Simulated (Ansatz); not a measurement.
# Mending a single-point calculation on Pt

System: Pt (Fm-3m, 1 atom in the cell).
Method of the first run: DFT, PBE, plane waves, PAW, no spin polarisation (Ansatz 0.2.0).

The structure derives from an entry of the Crystallography Open Database. Some settings of this run were made unusual or wrong on purpose. Text and figures count atoms from 1; the logs count them from 0 in places.

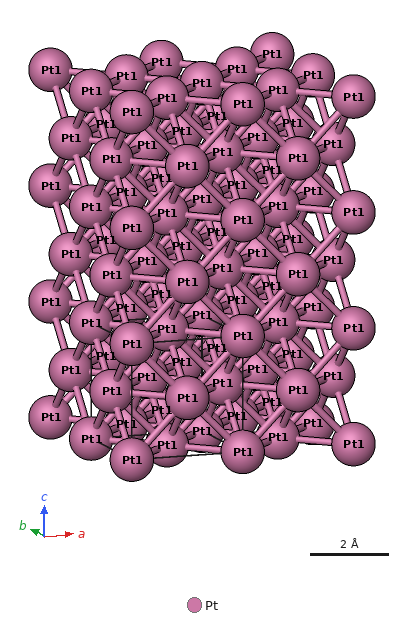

**Figure 1.** The structure as given in the input (ball-and-stick view of the cell 4 times as large as that of the calculation, set on its symmetry axes, repeated 2 × 2 × 3, seen slightly off an axis; atoms are numbered from 1 in the order of the input). An atom can appear more than once, as a periodic image. Near neighbours in the periodic cell (some may lie outside the picture): Pt has 12 Pt at 2.15 Å.

Input, the first run:
```yaml
crystal:
  lattice:
    - [0.0, 1.52179863, 1.52179863]
    - [1.52179863, 0.0, 1.52179863]
    - [1.52179863, 1.52179863, 0.0]
  atoms:
    - { symbol: Pt, position: [0.0, 0.0, 0.0] }
basis:
  ecutwfc: 420
kpoints:
  mp_grid: { grid: [18, 18, 18] }
hamiltonian:
  xc: pbe
scf:
  occupations: { method: gaussian, width: 0.1 }
  max_iter: 100
output:
  forces: true
  eigenvalues: true
  stress: true
```

Launched with:
```bash
ansatz run input.yaml --threads 1 --pin off --max-ram 2560MiB --backend cpu --events-out ev --progress --plain --runs-dir out
```

Hardware: 1 thread of Arm Neoverse V1, 24 GiB of memory available, shared host.

Output, shortened to warnings, some set-up lines, iterations and results (the first run):
```
Basis set: ecut = 420 eV, 137 PW (Γ), exchange–correlation on 30×30×30 points (8 copies of the dense FFT grid, shifted against one another)
Symmetry: 48 space group operations
k-points: 195 of 5832
Initial density: superposition of atomic densities (neutral atoms: chi_scale 0, normalization atom), corrected by the library's trained network
[...]
SCF iter   1: F=—  HF=-12511.481202 eV  |F-HF|=—  |Δ(HF+E_count)|=         —  Δρ=6.12e-1  dr2=1.59e1  ethr=1.77e-3  ⟨swp⟩=5.1  Hψ=15340  notcnv=0
SCF iter   2: F=—  HF=-12504.314301 eV  |F-HF|=—  |Δ(HF+E_count)|=    7.17e0  Δρ=1.14e-1  dr2=3.64e-1  ethr=1.77e-3  ⟨swp⟩=3.2  Hψ=7827  notcnv=0  defer=22
SCF iter   3: F=—  HF=-12504.503066 eV  |F-HF|=—  |Δ(HF+E_count)|=   1.89e-1  Δρ=4.02e-2  dr2=3.44e-2  ethr=1.77e-3  ⟨swp⟩=2.5  Hψ=5797  notcnv=0  defer=24
SCF iter   4: F=—  HF=-12504.576626 eV  |F-HF|=—  |Δ(HF+E_count)|=   7.36e-2  Δρ=4.50e-3  dr2=5.02e-4  ethr=1.91e-4  ⟨swp⟩=2.7  Hψ=4639  notcnv=0  defer=25
SCF iter   5: F=—  HF=-12504.577397 eV  |F-HF|=—  |Δ(HF+E_count)|=   7.72e-4  Δρ=1.84e-4  dr2=6.59e-7  ethr=2.79e-6  ⟨swp⟩=2.4  Hψ=4046  notcnv=0  defer=25
SCF iter   6: F=—  HF=-12504.577398 eV  |F-HF|=—  |Δ(HF+E_count)|=   1.40e-7  Δρ=1.58e-5  dr2=6.43e-9  ethr=5.56e-10  ⟨swp⟩=7.8  Hψ=14857  notcnv=0
SCF iter   7: F=-12504.577398 eV  HF=-12504.577398 eV  |F-HF|=1.82e-12  |Δ(HF+E_count)|=   1.12e-9  Δρ=5.77e-7  dr2=9.70e-12  ethr=3.57e-11  ⟨swp⟩=2.0  Hψ=8806  notcnv=0
SCF 1 converged in 7 iterations: F = -12504.577398 eV  dr2 = 9.70e-12
SCF converged after 7 iterations
Free energy (F): -12504.577398 eV
Harris-Foulkes:  -12504.577398 eV  (|F-HF|=1.82e-12)
Internal energy: -12504.575074 eV  (E = F + TS)
E sigma→0 (E₀):  -12504.576236 eV
Entropy (-TS):   -0.002324 eV (-2.324 meV/atom)
Fermi energy:    58.528466 eV
--- Per-component energies (eV) ---
  E_band       = 388.465598
  E_kinetic    = 713.555153
  E_local      = -439.933800  (includes V_loc(G=0)·N_el)
  E_nonlocal   = 217.965358
  E_hartree    = 266.143168
  E_xc         = -280.200462
  E_vxc        = -327.524544  (∫ρ·V_xc dr)
  E_paw        = -9468.071071  (= ΣΔE_a)
  E_vpaw       = -307.882962  (= ΣTr[D̂ρ^β])
  E_aug_tail   = 0.000144  (compensation charges beyond the density's cutoff)
  E_ewald      = -3514.033564
  E_smearing   = -0.002324  (= −TS)
  E_closure    = 0.000000  (closes the sum)
  Σ components = -12504.577398   (vs F -12504.577398, Δ=0.00e0)
--- Forces (eV/Å), atoms counted from 1 ---
  atom   1  Pt    -0.00000000     0.00000000    -0.00000000
  max |Σ_I F_I| component: 1.23e-31 eV/Å
--- Stress (GPa, compression-positive) ---
     1480.464181      -0.000000      -0.000000
        0.000000    1480.464181       0.000000
        0.000000       0.000000    1480.464181
  P = ⅓ Tr σ = 1480.4642 GPa (14804.642 kbar)
```

**What should be changed in this input?**

This input holds a deliberate fault: a lattice far too small (`crystal.lattice`). The atoms are squeezed together and the pressure is enormous. The run converged all the same; its numbers are those of the faulty input and shouldn't be used.

A run of the same system that converges differs from this input as follows (lines with − go, lines with + come):
```diff
-    - [0.0, 1.52179863, 1.52179863]
-    - [1.52179863, 0.0, 1.52179863]
-    - [1.52179863, 1.52179863, 0.0]
+    - [0.0, 1.9650045286, 1.9650045286]
+    - [1.9650045286, 0.0, 1.9650045286]
+    - [1.9650045286, 1.9650045286, 0.0]
-  max_iter: 100
```

Output, shortened to warnings, some set-up lines, iterations and results (the second run):
```
Basis set: ecut = 420 eV, 307 PW (Γ), exchange–correlation on 40×40×40 points (8 copies of the dense FFT grid, shifted against one another)
Symmetry: 48 space group operations
k-points: 195 of 5832
Initial density: superposition of atomic densities (neutral atoms: chi_scale 0, normalization atom), corrected by the library's trained network
[...]
SCF iter   1: F=—  HF=-12523.004191 eV  |F-HF|=—  |Δ(HF+E_count)|=         —  Δρ=3.07e-3  dr2=2.21e-4  ethr=1.77e-3  ⟨swp⟩=5.0  Hψ=13867  notcnv=0
SCF iter   2: F=—  HF=-12523.004598 eV  |F-HF|=—  |Δ(HF+E_count)|=   4.07e-4  Δρ=1.72e-3  dr2=7.87e-5  ethr=1.23e-6  ⟨swp⟩=2.4  Hψ=5638  notcnv=0
SCF iter   3: F=—  HF=-12523.004782 eV  |F-HF|=—  |Δ(HF+E_count)|=   1.84e-4  Δρ=2.97e-4  dr2=1.27e-5  ethr=4.37e-7  ⟨swp⟩=2.0  Hψ=3532  notcnv=0
SCF iter   4: F=—  HF=-12523.004778 eV  |F-HF|=—  |Δ(HF+E_count)|=   3.60e-6  Δρ=9.30e-5  dr2=7.00e-7  ethr=7.06e-8  ⟨swp⟩=2.6  Hψ=3604  notcnv=0
SCF iter   5: F=-12523.004779 eV  HF=-12523.004779 eV  |F-HF|=1.83e-8  |Δ(HF+E_count)|=   1.34e-7  Δρ=2.54e-5  dr2=6.15e-8  ethr=3.89e-9  ⟨swp⟩=1.7  Hψ=3207  notcnv=0
SCF iter   6: F=-12523.004779 eV  HF=-12523.004779 eV  |F-HF|=8.80e-10  |Δ(HF+E_count)|=   2.48e-9  Δρ=3.73e-6  dr2=1.63e-9  ethr=3.42e-10  ⟨swp⟩=2.2  Hψ=8559  notcnv=0
SCF 1 converged in 6 iterations: F = -12523.004779 eV  dr2 = 1.63e-9
SCF converged after 6 iterations
Free energy (F): -12523.004779 eV
Harris-Foulkes:  -12523.004779 eV  (|F-HF|=8.80e-10)
Internal energy: -12522.994043 eV  (E = F + TS)
E sigma→0 (E₀):  -12522.999411 eV
Entropy (-TS):   -0.010735 eV (-10.735 meV/atom)
Fermi energy:    23.213935 eV
--- Per-component energies (eV) ---
  E_band       = -131.292411
  E_kinetic    = 638.132871
  E_local      = -1469.280377  (includes V_loc(G=0)·N_el)
  E_nonlocal   = 199.777035
  E_hartree    = 545.865588
  E_xc         = -262.063984
  E_vxc        = -303.232332  (∫ρ·V_xc dr)
  E_paw        = -9453.980530  (= ΣΔE_a)
  E_vpaw       = -288.422538  (= ΣTr[D̂ρ^β])
  E_aug_tail   = 0.000208  (compensation charges beyond the density's cutoff)
  E_ewald      = -2721.444854
  E_smearing   = -0.010735  (= −TS)
  E_closure    = 0.000000  (closes the sum)
  Σ components = -12523.004779   (vs F -12523.004779, Δ=0.00e0)
--- Forces (eV/Å), atoms counted from 1 ---
  atom   1  Pt    -0.00000000     0.00000000     0.00000000
  max |Σ_I F_I| component: 4.11e-32 eV/Å
--- Stress (GPa, compression-positive) ---
        8.201760      -0.000000       0.000000
        0.000000       8.201760       0.000000
        0.000000       0.000000       8.201760
  P = ⅓ Tr σ = 8.2018 GPa (82.018 kbar)
```

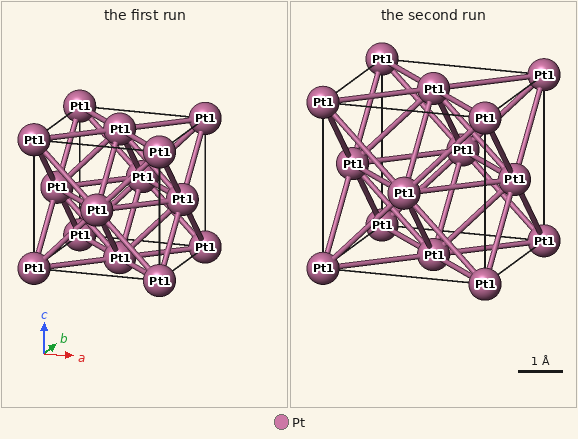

**Figure 2.** The two input geometries at one scale (ball-and-stick view of the cell 4 times as large as that of the calculation, set on its symmetry axes, seen slightly off an axis). The atoms keep their places relative to the cell (all moves are under 0.005 Å). The drawn cell changes as follows: a = b = c 3.044 → 3.930 Å (+29.1 %); the volume changes by +115.3 %. Among the contacts that change: Pt1–Pt1 2.152 → 2.779 Å.

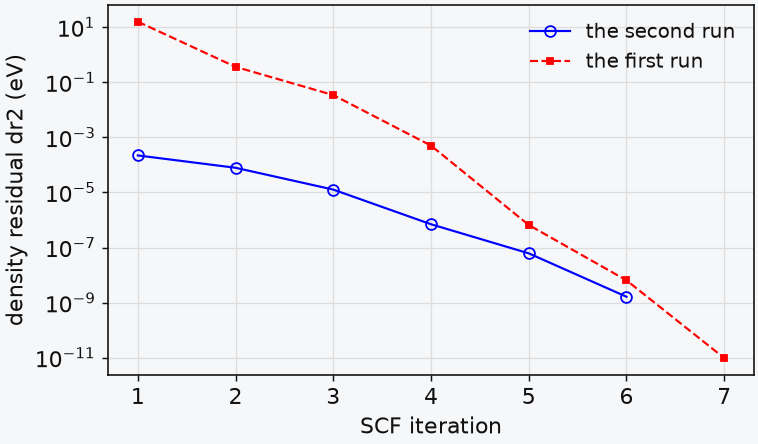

**Figure 3.** Convergence of the two runs: density residual dr2 against the SCF iteration. The second run takes 6 iterations in all, and the first run takes 7.

The two runs side by side:

```csv
quantity,the first run,the second run
outcome,converged,converged
free energy per atom (eV),−12504.5774,−12523.0048
"energy per atom, smearing taken to zero (eV)",−12504.5762,−12522.9994
gap on the mesh (eV),0.00,0.00
pressure (GPa),1480.46,8.20
volume per atom (Å³),7.05,15.17
largest force (eV/Å),0.000,0.000
SCF iterations,7,6
irreducible k-points,195,195
plane waves at Γ,137,307
wall time (shared host),1.9 s,2.1 s
```

With the same functional and potentials, the second run lies 18427.4 meV per atom lower. The pressure goes from 1480.46 to 8.20 GPa. The volume per atom goes from 7.05 to 15.17 Å³. The SCF takes 6 iterations against 7. The plane waves at Γ go from 137 to 307.

Notes on the second run: Spin–orbit coupling is left out, which matters for Pt. The cell is under a pressure of 8.2 GPa at this level, so it is not at its equilibrium volume.
